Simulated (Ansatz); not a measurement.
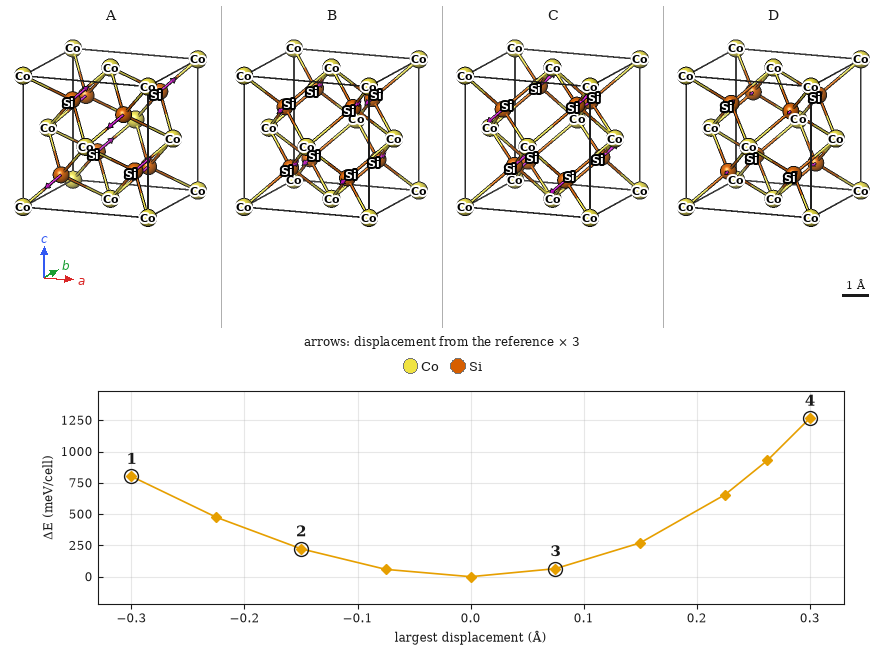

Solid CoSi2 (Fm-3m): a normal mode at the zone centre (one arbitrary combination within a set of 3 degenerate modes) is frozen in with the cell fixed, the amplitude being the largest displacement of an atom. The frames are shuffled; the numbered points of the plot belong to them. The picture is a ball-and-stick view of the conventional cell (4 times the calculation's cell), seen slightly off an axis. Purple arrows: displacements from the reference. Lengths and directions refer to the drawn axes.

Theory: DFT PBE, scalar-relativistic, plane waves, PAW in Ansatz 0.2.0. Settings: plane-wave cutoff 420 eV; k-point mesh 16 × 16 × 16; occupations gaussian; smearing width 0.15 eV; no spin polarisation. Energies (free energies at the smearing named) are counted from the relaxed crystal.

**Match the frames to the points.**

Point 1 is frame C (the amplitude −0.30 Å, 801 meV/cell); 2 is frame B (the amplitude −0.15 Å, 223 meV/cell); 3 is frame D (the amplitude 0.075 Å, 64 meV/cell); 4 is frame A (the amplitude 0.30 Å, 1266 meV/cell). The harmonic wavenumber of the mode is 325 cm⁻¹, a stable vibration. Of the computed points the lowest is at the amplitude 0.00 Å, 0 meV/cell. The end points stand at 801 meV/cell (−0.30 Å) and 1266 meV/cell (0.30 Å). The well is lopsided: at ±0.3000 Å the energy is 1.6 times higher on the positive side. At the highest point the shortest interatomic distance is 2.02 Å, against 2.32 Å in the reference.

Limits of the set-up: an element that often carries a moment was run without spin polarisation.
